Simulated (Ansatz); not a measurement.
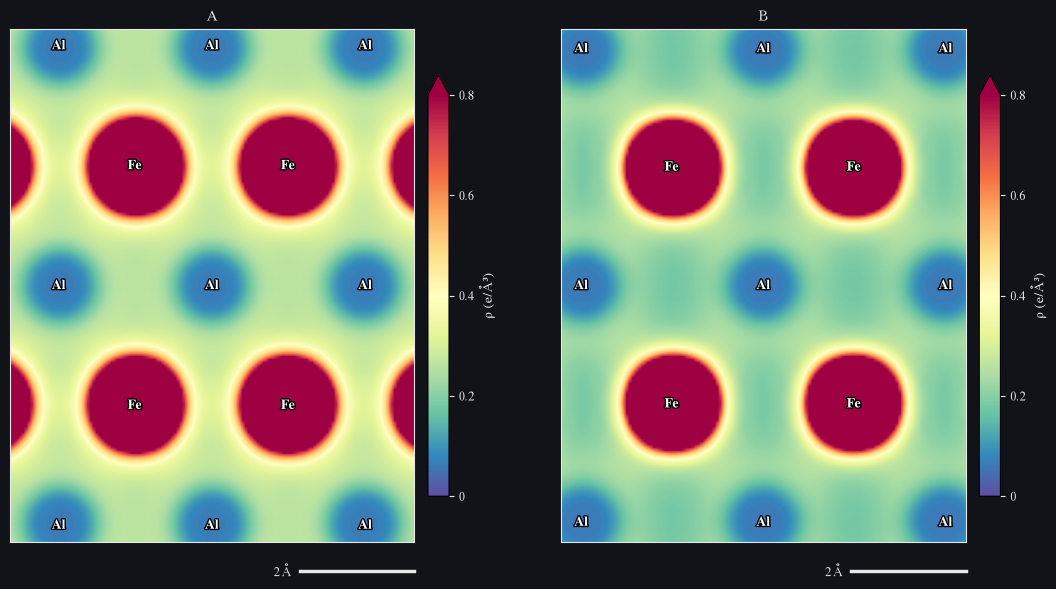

AlFe. The valence charge density (pseudo) of two cells that differ in size and shape, on the (101) plane of each (indices in the axes of the calculation cell), at one length scale and on one colour scale: B has 13.4 Å³ an atom and A 11.5.

Level of theory: Ansatz, DFT PBEsol, scalar-relativistic, plane waves, PAW.

The density is the valence pseudo-density of a PAW calculation; it isn't the true density close to the nuclei.

The larger cell:

```xyz
2
Lattice="3.1800 0.0000 0.0000 0.0000 3.1800 0.0000 0.0000 0.0000 2.6416" Properties=species:S:1:pos:R:3 pbc="T T T"
Al    0.0000    0.0000    0.0000
Fe    1.5900    1.5900    1.3208
```

The smaller cell: a = 2.675 Å, b = 2.675 Å, c = 3.219 Å, α = 90.00°, β = 90.00°, γ = 90.00°.

What does the compression do to the bonding and the properties?

Answer. From the larger cell to the smaller, Al–Fe goes from 2.61 to 2.48 Å, and the density at its midpoint from 0.27 to 0.32 e/Å³; the pressure goes from −13 to 6 GPa; the largest moment (Fe) goes from 1.8 to 1.2 μB.
